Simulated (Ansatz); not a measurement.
Si6HC (slab)

```
CELL_PARAMETERS angstrom
3.84172 0.00000 0.00000
0.00000 3.84172 0.00000
0.00000 0.00000 26.89126
ATOMIC_POSITIONS crystal
Si 0.00000 0.50000 0.31609
Si 0.00000 0.00000 0.36660
Si 0.50000 0.00000 0.41711
Si 0.50000 0.50000 0.46580
Si 0.00000 0.50000 0.51922
Si 0.00000 0.00000 0.57145
C 0.50000 0.50000 0.53893
H 0.50000 0.50000 0.58019
```

The program warned that a starting moment wasn't kept; spin-polarised, but the moments vanished.

These are results of Ansatz 0.2.0, DFT PBEsol, scalar-relativistic, plane waves, PAW, not measurements.

Predict the valence pseudo-density and electron localisation function between the atoms.

Answer. C–H (1.11 Å): ρ at the midpoint is about 1.9 e/Å³; the ELF climbs to about 1 towards the hydrogen, as it does in any bond to H: a covalent bond by its length.
Si–C (1.97 Å): the density is about 0.69 e/Å³ at the midpoint; the ELF peaks at about 0.80 between the atoms.
Si–Si (2.32 Å): ρ is about 0.58 e/Å³ halfway; the ELF peaks at about 0.95 between the atoms.

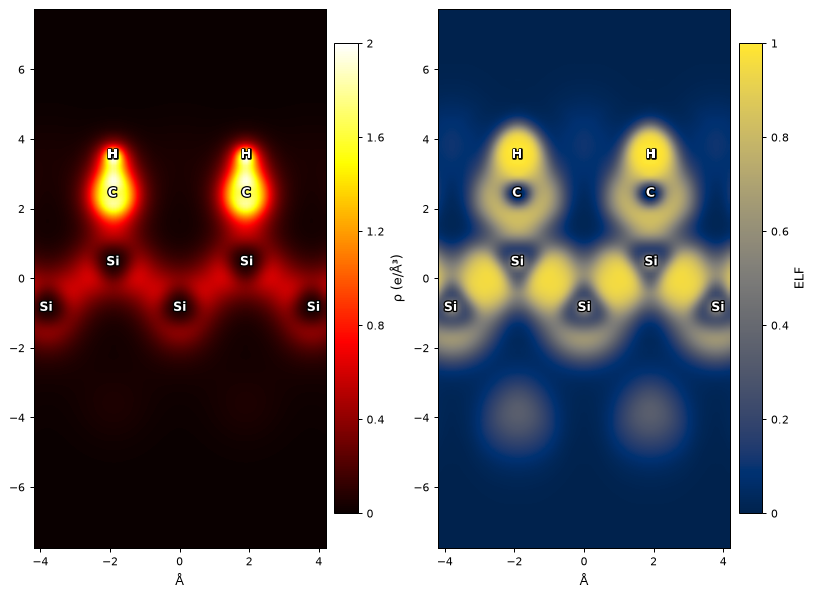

Computed valence pseudo-density and electron localisation function on the (100) plane of the calculation cell, a cut from vacuum to vacuum, in this order. 
